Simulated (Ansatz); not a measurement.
**CoO: geometry relaxation (part 2 of 2)**

The same run, continued: CoO (Fm-3m, 2 atoms in the cell); DFT PBE, scalar-relativistic, plane waves, PAW, spin-polarised (Ansatz 0.2.0); cutoff 420 eV, 16×16×16 k-mesh, Gaussian smearing of 0.1 eV, collinear spins. The structure derives from an entry of the Crystallography Open Database.

Geometry of the input (Å; fractional positions):
```
0.0000  2.1315  2.1315
2.1315  0.0000  2.1315
2.1315  2.1315  0.0000
Co 0.0000  0.0000  0.0000
O  0.5000  0.5000  0.5000
```

The program's output, continued
```
relax step   4: F+E_penalty+E_count = -5692.10955932 eV  Δ(F+E_penalty+E_count) = +8.141e-4 eV  max|allowed force component| = 2.169e-30 eV/Å  Δτ_max = 0.0000 Å  P = -0.067 GPa  Ω = 19.176 Å³  stress off target by 6.73e-2 GPa  SCF on the basis re-selected at this cell (its energy is not comparable with the rows above)  (9 SCF iters)
basis re-selected at this cell: Δ(F+E_penalty+E_count) = +8.141e-4 eV, ΔP = -0.067 GPa vs the last step (what re-selecting the basis moved, of the pressure what is left beyond the Pulay correction that the steps carried, after the strain that the cell walked since its last selection, with what the two solves' SCF thresholds leave and, on support functions, any second-order correction that the steps lacked; it is no measure of the basis error at this ecutwfc). This SCF's stress stands 6.73e-2 GPa from its target on what of the cell is left free (relax.cell.stress_tol is 5.00e-2 GPa) and its largest allowed force component is 2.17e-30 eV/Å (relax.f_tol is 5.00e-3 eV/Å): not within both, so this SCF does not close the relaxation
Crystal: 2 atoms, lattice volume = 19.169 Å³
iter 1 solved again at ethr=1.38e-10 eV; its pass at ethr=3.10e-3 eV (dr2=3.18e-8 eV) is discarded
SCF iter   1: F=—  HF=-5692.109594 eV  |F-HF|=—  |Δ(HF+E_count)|=         —  Δρ=3.03e-5 (↑2.89e-5 ↓3.03e-5)  dr2=4.96e-8  dr2_m=1.09e-7  M=2.931 μB ∫|m|=2.947 μB  β_m=0.65  ethr=1.38e-10  ⟨swp⟩=3.0  Hψ=32354  notcnv=0
preconditioner: auto → none  [metal: Δε(μ)=0.005 eV  Ē_g=15.478 eV  σ=0.100 eV  W_gap=0.03  n_scr=0 (ndim 8)  ℏωp=32.8 eV  f_vac=0.000  D(μ)=4.15/eV (n_scr^D=64)]
SCF iter   2: F=—  HF=-5692.109595 eV  |F-HF|=—  |Δ(HF+E_count)|=   5.65e-7  Δρ=3.50e-5 (↑1.29e-5 ↓3.50e-5)  dr2=1.05e-7  dr2_m=8.69e-8  M=2.931 μB ∫|m|=2.946 μB  β_m=0.30  ethr=1.38e-10  ⟨swp⟩=2.0  Hψ=8613  notcnv=0
SCF iter   3: F=—  HF=-5692.109595 eV  |F-HF|=—  |Δ(HF+E_count)|=   1.12e-7  Δρ=2.48e-5 (↑1.88e-5 ↓2.48e-5)  dr2=1.78e-8  dr2_m=7.85e-8  M=2.931 μB ∫|m|=2.946 μB  β_m=0.65  ethr=1.38e-10  ⟨swp⟩=2.0  Hψ=8613  notcnv=0
SCF iter   4: F=—  HF=-5692.109595 eV  |F-HF|=—  |Δ(HF+E_count)|=   2.49e-7  Δρ=2.30e-5 (↑1.11e-5 ↓2.30e-5)  dr2=2.73e-8  dr2_m=4.90e-8  M=2.931 μB ∫|m|=2.946 μB  β_m=0.82  ethr=7.74e-11  ⟨swp⟩=2.4  Hψ=7326  notcnv=0
SCF iter   5: F=—  HF=-5692.109595 eV  |F-HF|=—  |Δ(HF+E_count)|=   6.65e-8  Δρ=5.60e-6 (↑5.29e-6 ↓5.60e-6)  dr2=9.70e-9  dr2_m=1.68e-9  M=2.930 μB ∫|m|=2.946 μB  β_m=0.67  ethr=7.74e-11  ⟨swp⟩=2.0  Hψ=8717  notcnv=0
SCF iter   6: F=-5692.109595 eV  HF=-5692.109595 eV  |F-HF|=2.30e-9  |Δ(HF+E_count)|=   3.27e-9  Δρ=5.16e-6 (↑9.88e-7 ↓5.16e-6)  dr2=3.15e-9  dr2_m=1.41e-9  M=2.930 μB ∫|m|=2.946 μB  ethr=4.22e-11  ⟨swp⟩=1.9  Hψ=14366  notcnv=0
SCF 5 converged in 6 iterations: F = -5692.109595 eV  dr2 = 3.15e-9
relax step   5: F+E_penalty+E_count = -5692.10959522 eV  Δ(F+E_penalty+E_count) = -3.590e-5 eV  max|allowed force component| = 5.193e-30 eV/Å  Δτ_max = 0.0000 Å  P = -0.002 GPa  Ω = 19.169 Å³  energy of the carried Pulay correction = +3.432e-5 eV  (6 SCF iters, dr2 threshold 1.13e-8 eV, accepted)
iter 1 solved again at ethr=5.84e-9 eV; its pass at ethr=3.10e-3 eV (dr2=1.34e-6 eV) is discarded
SCF iter   1: F=—  HF=-5692.109568 eV  |F-HF|=—  |Δ(HF+E_count)|=         —  Δρ=2.40e-6 (↑2.40e-6 ↓1.90e-6)  dr2=1.69e-9  dr2_m=7.70e-11  M=2.930 μB ∫|m|=2.946 μB  β_m=0.65  ethr=5.84e-9  ⟨swp⟩=4.0  Hψ=38267  notcnv=0
SCF iter   2: F=—  HF=-5692.109568 eV  |F-HF|=—  |Δ(HF+E_count)|=  5.09e-10  Δρ=1.82e-6 (↑1.79e-6 ↓1.82e-6)  dr2=1.06e-9  dr2_m=2.07e-10  M=2.930 μB ∫|m|=2.946 μB  β_m=0.37  ethr=7.33e-12  ⟨swp⟩=2.0  Hψ=7642  notcnv=0
SCF iter   3: F=—  HF=-5692.109568 eV  |F-HF|=—  |Δ(HF+E_count)|=  3.72e-10  Δρ=1.04e-6 (↑8.58e-7 ↓1.04e-6)  dr2=1.12e-10  dr2_m=9.60e-11  M=2.930 μB ∫|m|=2.946 μB  β_m=0.69  ethr=4.62e-12  ⟨swp⟩=2.0  Hψ=6942  notcnv=0
SCF iter   4: F=—  HF=-5692.109568 eV  |F-HF|=—  |Δ(HF+E_count)|=  6.28e-10  Δρ=9.43e-7 (↑7.42e-7 ↓9.43e-7)  dr2=4.14e-11  dr2_m=1.16e-10  M=2.930 μB ∫|m|=2.946 μB  β_m=0.84  ethr=1.00e-12  ⟨swp⟩=2.1  Hψ=7043  notcnv=0
SCF iter   5: F=—  HF=-5692.109568 eV  |F-HF|=—  |Δ(HF+E_count)|=  9.46e-11  Δρ=1.18e-6 (↑4.55e-7 ↓1.18e-6)  dr2=2.76e-10  dr2_m=3.40e-11  M=2.930 μB ∫|m|=2.946 μB  β_m=0.64  ethr=1.00e-12  ⟨swp⟩=2.0  Hψ=8620  notcnv=0
SCF iter   6: F=—  HF=-5692.109568 eV  |F-HF|=—  |Δ(HF+E_count)|=  3.27e-11  Δρ=1.62e-7 (↑1.62e-7 ↓5.99e-8)  dr2=3.34e-12  dr2_m=1.00e-12  M=2.930 μB ∫|m|=2.946 μB  β_m=0.56  ethr=1.00e-12  ⟨swp⟩=2.8  Hψ=8714  notcnv=0
SCF iter   7: F=-5692.109568 eV  HF=-5692.109568 eV  |F-HF|=9.09e-13  |Δ(HF+E_count)|=  9.09e-13  Δρ=1.37e-7 (↑5.52e-8 ↓1.37e-7)  dr2=2.24e-12  dr2_m=1.27e-12  M=2.930 μB ∫|m|=2.946 μB  ethr=1.00e-12  ⟨swp⟩=3.0  Hψ=18281  notcnv=0
SCF 6 converged in 7 iterations: F = -5692.109568 eV  dr2 = 2.24e-12
relax step   6: F+E_penalty+E_count = -5692.10956822 eV  Δ(F+E_penalty+E_count) = +2.699e-5 eV  max|allowed force component| = 6.377e-30 eV/Å  Δτ_max = 0.0000 Å  P = -0.003 GPa  Ω = 19.169 Å³  stress off target by 2.73e-3 GPa  SCF on the basis re-selected at this cell (its energy is not comparable with the rows above)  (7 SCF iters)
```

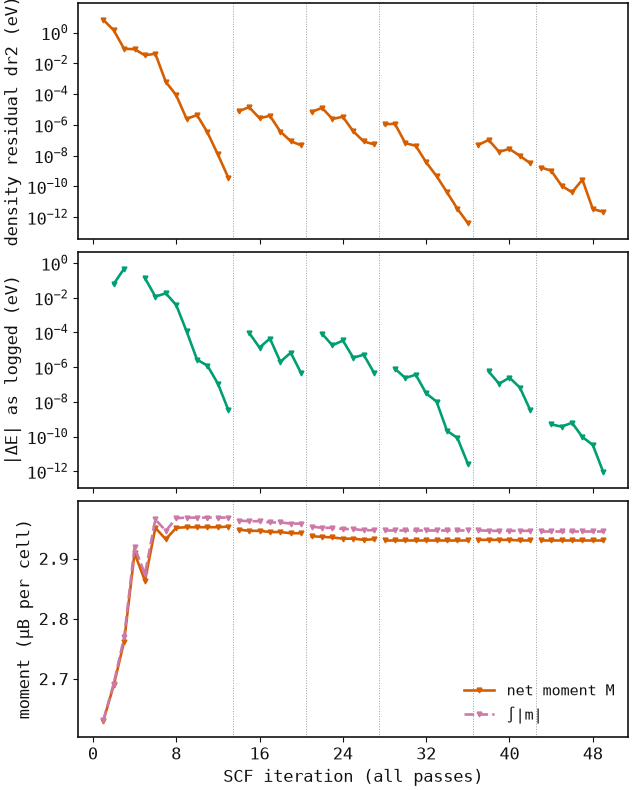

Fig. 1: Convergence of the self-consistent field: density residual dr2, size of the energy change and magnetic moment against the SCF iteration. The dotted lines part the SCF passes of the relaxation: geometry steps, rejected trials and re-solves on a re-selected basis. The 6 passes take 6 to 13 iterations each, 49 in all. The net moment goes from 2.6 to 2.9 μB per cell.

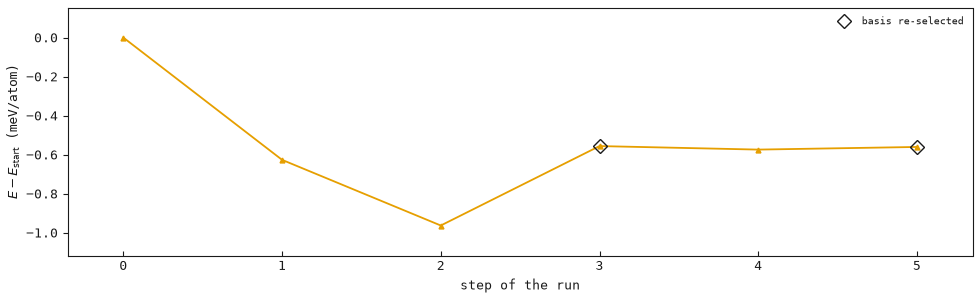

Fig. 2: Progress of the relaxation, step by step (the first geometry is step 0 here and step 1 in the log). The energy falls by 0.6 meV per atom in 3 geometry steps. All forces vanish by symmetry, so only the cell relaxes. The pressure goes from −1.72 to 0.00 GPa. The basis was re-selected once at an unchanged geometry, which shifts the energy a little without any move. The atoms keep their places relative to the cell (all moves are under 0.005 Å). Cell: a = b = c 4.263 → 4.248 Å (−0.3 %). Volume −1.0 %. Among the contacts that change: Co1–O2 2.131 → 2.124 Å. The space group stays Fm-3m (No. 225). The energy change given includes the shifts at the re-selections in mid-walk, which come without any move. A last SCF at the same geometry on a re-selected plane-wave basis shifts the energy by +0.0 meV per atom. (Atoms are counted from 1 in the order of the input.)

```
basis re-selected at this cell: Δ(F+E_penalty+E_count) = +2.699e-5 eV, ΔP = -0.001 GPa vs the last step (what re-selecting the basis moved, of the pressure what is left beyond the Pulay correction that the steps carried, after the strain that the cell walked since its last selection, with what the two solves' SCF thresholds leave and, on support functions, any second-order correction that the steps lacked; it is no measure of the basis error at this ecutwfc). This SCF's stress stands 2.73e-3 GPa from its target on what of the cell is left free (relax.cell.stress_tol is 5.00e-2 GPa) and its largest allowed force component is 6.38e-30 eV/Å (relax.f_tol is 5.00e-3 eV/Å): within both
SCF converged after 7 iterations
Magnetization: 2.9305 μB (12.9652 up, 10.0348 down)
Absolute magnetization: 2.9460 μB (∫|ρ↑−ρ↓|, with the PAW one-centre terms)
Spin contamination: 0.0078 ħ² per cell (⟨S²⟩ above its minimum at these occupations)
Per-site moments (μB) at R_I (Å): [(2.4913730709912625, 0.8762145802002574), (0.3218337506200035, 0.8762145802002574)]
Free energy (F): -5692.109568 eV
Harris-Foulkes:  -5692.109568 eV  (|F-HF|=9.09e-13)
Internal energy: -5692.088827 eV  (E = F + TS)
E sigma→0 (E₀):  -5692.099198 eV
Entropy (-TS):   -0.020741 eV (-10.370 meV/atom)
Fermi energy:    14.056368 eV
--- Per-component energies (eV) ---
  E_band       = -302.096682
  E_kinetic    = 617.769212
  E_local      = -3421.463808  (includes V_loc(G=0)·N_el)
  E_nonlocal   = 514.246725
  E_hartree    = 1405.103439
  E_xc         = -228.710545
  E_vxc        = -293.934789  (∫ρ·V_xc dr)
  E_paw        = -1676.973116  (= ΣΔE_a)
  E_vpaw       = -528.923489  (= ΣTr[D̂ρ^β])
  E_aug_tail   = 0.002518  (compensation charges beyond the density's cutoff)
  E_ewald      = -2902.063252
  E_smearing   = -0.020741  (= −TS)
  E_closure    = -0.000000  (closes the sum)
  Σ components = -5692.109568   (vs F -5692.109568, Δ=0.00e0)
--- Forces (eV/Å), atoms counted from 1 ---
  atom   1  Co    -0.00000000     0.00000000    -0.00000000
  atom   2  O      0.00000000    -0.00000000     0.00000000
  max |Σ_I F_I| component: 1.14e-29 eV/Å
--- Stress (GPa, compression-positive) ---
       -0.002732      -0.000000      -0.000000
       -0.000000      -0.002732      -0.000000
       -0.000000      -0.000000      -0.002732
  P = ⅓ Tr σ = -0.0027 GPa (-0.027 kbar)
--- Band table (eV; the first three rows and the last of 290) ---
  k-point 0 ↑: bands = ["-82.8380", "-46.1018", "-46.1018", "-46.1018", "-6.2758", "10.7537", "10.7537", "10.8463", "10.8463", "10.8463", "10.9424", "10.9424", "10.9424", "15.0005", "30.8027", "32.1179", "32.1179", "32.1179"]
  k-point 1 ↑: bands = ["-82.8379", "-46.1033", "-46.1020", "-46.1020", "-6.2342", "10.2223", "10.2223", "10.3192", "10.9466", "10.9466", "11.1974", "11.4160", "11.4160", "15.2947", "29.8525", "31.9857", "31.9857", "32.6128"]
  k-point 2 ↑: bands = ["-82.8375", "-46.1075", "-46.1026", "-46.1026", "-6.1135", "9.5111", "9.6755", "9.6755", "11.0248", "11.0248", "11.3638", "12.0083", "12.0083", "16.0036", "28.3555", "31.4784", "31.4784", "33.0109"]
  k-point 144 ↓: bands = ["-79.7668", "-43.1312", "-43.1312", "-43.1192", "-4.3127", "8.3455", "8.3455", "8.9434", "13.6626", "13.6626", "14.1940", "14.9726", "15.7044", "23.0448", "24.5467", "24.5467", "27.3402", "35.5363"]
--- Relaxed structure (4 steps of the walk, 4 accepted, 2 SCFs on fresh bases) ---
  F+E_penalty+E_count = -5692.10956822 eV   max|allowed force component| = 6.377e-30 eV/Å   (the final SCF, on the basis selected at the relaxed cell)
  cell:  # Å, volume = 19.1686 Å³
    - [5.254602408923577e-34, 2.1241565580612303, 2.1241565580612303]
    - [2.1241565580612303, 4.149941675229417e-34, 2.1241565580612303]
    - [2.1241565580612303, 2.1241565580612303, 4.882401404958158e-34]
  atoms:
    - { symbol: Co, position: [5.8825270507688635e-37, -8.235537871100992e-37, -7.059032460935765e-37] }
    - { symbol: O, position: [0.5, 0.5, 0.5] }
--- Löwdin populations: 2 sites ---
  site symbol       q [e]    m [muB]
     0     Co     15.9059     2.5295
     1      O      6.9729     0.4055
  spilling = 0.005270 (of n_electrons = 23.000000)
```

Trajectory as extended XYZ (Å, eV, eV/Å), 6 frames, from step=1 to step=6
```
2
Lattice="0.0000 2.1315 2.1315 2.1315 0.0000 2.1315 2.1315 2.1315 0.0000" Properties=species:S:1:pos:R:3:forces:R:3 step=1 energy=-5692.10845 pressure_GPa=-1.72
Co    0.0000    0.0000    0.0000    0.0000   0.0000   0.0000
O     2.1315    2.1315    2.1315    0.0000   0.0000   0.0000
2
Lattice="0.0000 2.1279 2.1279 2.1279 0.0000 2.1279 2.1279 2.1279 0.0000" Properties=species:S:1:pos:R:3:forces:R:3 step=2 energy=-5692.10970 pressure_GPa=-0.84
Co    0.0000    0.0000    0.0000    0.0000   0.0000   0.0000
O     2.1279    2.1279    2.1279    0.0000   0.0000   0.0000
2
Lattice="0.0000 2.1244 2.1244 2.1244 0.0000 2.1244 2.1244 2.1244 0.0000" Properties=species:S:1:pos:R:3:forces:R:3 step=3 energy=-5692.11037 pressure_GPa=-0.00
Co    0.0000    0.0000    0.0000    0.0000   0.0000   0.0000
O     2.1244    2.1244    2.1244    0.0000   0.0000   0.0000
2
Lattice="0.0000 2.1244 2.1244 2.1244 0.0000 2.1244 2.1244 2.1244 0.0000" Properties=species:S:1:pos:R:3:forces:R:3 step=4 energy=-5692.10956 pressure_GPa=-0.07
Co    0.0000    0.0000    0.0000    0.0000   0.0000   0.0000
O     2.1244    2.1244    2.1244    0.0000   0.0000   0.0000
2
Lattice="0.0000 2.1242 2.1242 2.1242 0.0000 2.1242 2.1242 2.1242 0.0000" Properties=species:S:1:pos:R:3:forces:R:3 step=5 energy=-5692.10959 pressure_GPa=-0.00
Co    0.0000    0.0000    0.0000    0.0000   0.0000   0.0000
O     2.1242    2.1242    2.1242    0.0000   0.0000   0.0000
2
Lattice="0.0000 2.1242 2.1242 2.1242 0.0000 2.1242 2.1242 2.1242 0.0000" Properties=species:S:1:pos:R:3:forces:R:3 step=6 energy=-5692.10957 pressure_GPa=-0.00
Co    0.0000    0.0000    0.0000    0.0000   0.0000   0.0000
O     2.1242    2.1242    2.1242    0.0000   0.0000   0.0000
```

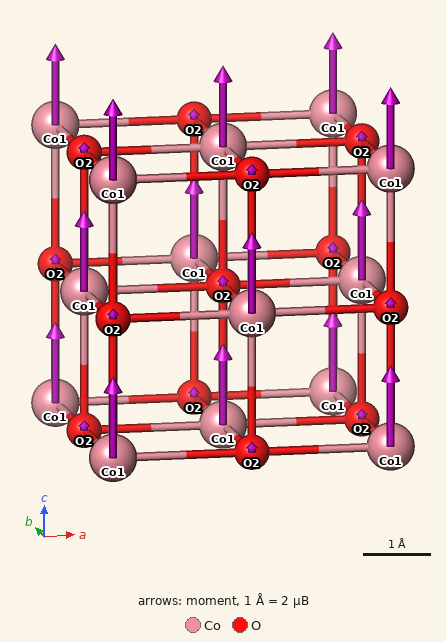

Fig. 3: Magnetic moments of the sites as pink arrows (ball-and-stick view of the cell 4 times as large as that of the calculation, set on its symmetry axes, seen slightly off an axis; atoms are numbered from 1 in the order of the input); small moments hardly show. The run is collinear, so the axis drawn is arbitrary. Site moments: Co1 (2.49 μB); O2 (0.32 μB). They are counted near the atoms and needn't add up to the moment of the cell.
